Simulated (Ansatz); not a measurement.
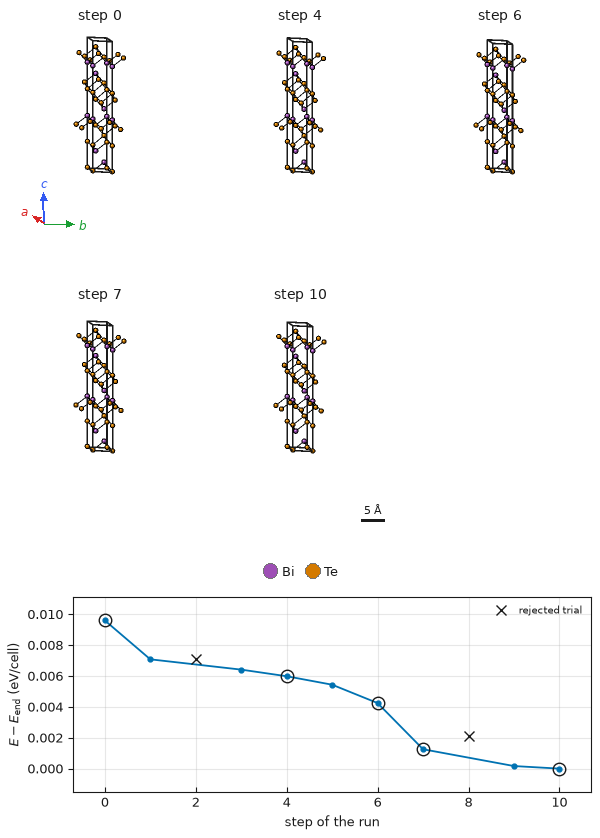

Frames of a relaxation of a crystal of Bi2Te3 (set up in R3m), marked on the history of the run. A ball-and-stick model of the conventional cell (3 times the calculation's cell), seen from a free direction. Lengths and directions refer to the drawn axes.

Level of theory: Ansatz, DFT PBEsol, scalar-relativistic, plane waves, PAW. Settings: plane-wave cutoff 420 eV; k-point mesh 12 × 12 × 12; occupations gaussian; smearing width 0.1 eV; no spin polarisation; cell and atoms relaxed; force threshold 0.005 eV/Å; at most 80 steps.

Question: What happens along the run?

Answer: The run was cut off at its time limit before the program reported convergence, but its last step already meets the force threshold: the largest component is 0.0047 eV/Å against 0.005 eV/Å. The pressure is within 0.03 GPa of its target. The energy falls by 9.6 meV per cell of the calculation in 8 accepted moves (10 points after the start). The largest force component goes from 0.083 to 0.0047 eV/Å. Pressure: −0.05 GPa at the start and 0.03 GPa at the end. The line search rejected the trial steps at points 2, 8 of the run. The largest moves relative to the cell, 0.084 Å, are those of Bi atoms. By element the largest moves are Bi 0.084 Å, Te 0.058 Å. The drawn cell changes as follows: a = b 4.390 → 4.479 Å (+2.0 %), c 29.119 → 27.784 Å (−4.6 %); the volume changes by −0.7 %. Among the contacts that change: Bi–Te 3.099 → 3.176 Å, Te–Te 3.216 → 3.168 Å. Among the angles between lasting bonds that change: Te–Te–Te 86.1° → 90.0°, Te–Te–Te 93.9° → 90.0°, Bi–Te–Te 177.1° → 179.8°. The space group stays R-3m (No. 166). From step 0 to 4: Bi atoms move most (0.03 Å), volume −0.4 %, energy −3.6 meV per cell of the calculation. From step 4 to 6: a Bi atom moves most (0.03 Å), volume −0.2 %, energy −1.7 meV per cell of the calculation. From step 6 to 7: a Bi atom moves most (0.03 Å), volume −0.4 %, energy −3.0 meV per cell of the calculation. From step 7 to 10: volume +0.3 %, energy −1.3 meV per cell of the calculation.

```tsv
step	E − E(0), meV/atom	largest force component, eV/Å	pressure, GPa	volume, Å³/atom	note
0	0.00	0.0834	-0.05	32.398	
1	-0.50	0.0376	-0.05	32.321	
2	-0.50	0.0524	0.15	32.164	rejected
3	-0.64	0.0196	-0.01	32.282	
4	-0.72	0.0061	-0.02	32.269	
5	-0.83	0.0107	0.08	32.192	
6	-1.07	0.0263	0.01	32.208	
7	-1.67	0.0361	0.22	32.065	
8	-1.50	0.0966	0.10	32.131	rejected
9	-1.89	0.0151	0.05	32.161	
10	-1.92	0.0047	0.03	32.175
```
